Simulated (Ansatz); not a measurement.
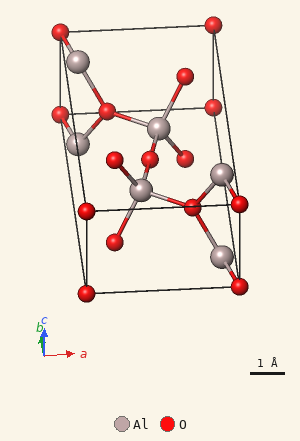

Normal modes of solid Al$_{2}$O$_{3}$, space group Pnnm (No. 58), at the zone centre. Style: ball-and-stick. Shown: the cell of the calculation, from a free direction.

These are results of DFT LDA, scalar-relativistic, plane waves, PAW in Ansatz, not measurements. Settings: plane-wave cutoff 420 eV; k-point mesh 6 × 4 × 8; occupations gaussian; smearing width 0.05 eV; no spin polarisation.

Frequencies are those without the non-analytic (LO–TO) term.

### Which optical modes does it have, at what frequencies, and is it stable there?

The calculation's cell holds 10 atoms, so there are 27 optical modes, in 24 levels. No level is unstable.

| level | symmetry | frequency (cm⁻¹) | activity |
| --- | --- | --- | --- |
| 1 | B₂g | 56 | Raman-active |
| 2 | A_g | 63 | Raman-active |
| 3 | A_u | 83 | silent |
| 4 | B₃u | 102 | infrared-active |
| 5 | B₁u | 114 | infrared-active |
| 6 | B₂u | 205 | infrared-active |
| 7 | doubly degenerate | 255 | not assigned |
| 8 | A_g | 307 | Raman-active |
| 9 | B₃u | 313 | infrared-active |
| 10 | B₁g | 328 | Raman-active |
| 11 | B₃u | 379 | infrared-active |
| 12 | B₂u | 406 | infrared-active |
| 13 | B₂u | 535 | infrared-active |
| 14 | B₁g | 541 | Raman-active |
| 15 | B₁g | 589 | Raman-active |
| 16 | A_g | 656 | Raman-active |
| 17 | doubly degenerate | 687 | not assigned |
| 18 | doubly degenerate | 705 | not assigned |
| 19 | B₃u | 714 | infrared-active |
| 20 | A_g | 733 | Raman-active |
| 21 | B₂u | 769 | infrared-active |
| 22 | B₁g | 884 | Raman-active |
| 23 | B₂u | 1089 | infrared-active |
| 24 | B₃u | 1182 | infrared-active |

The displacement patterns, 6 of the levels:

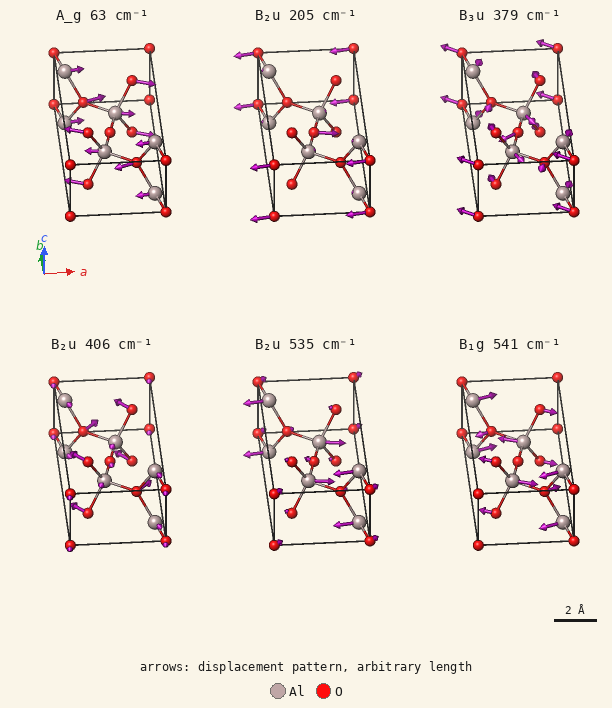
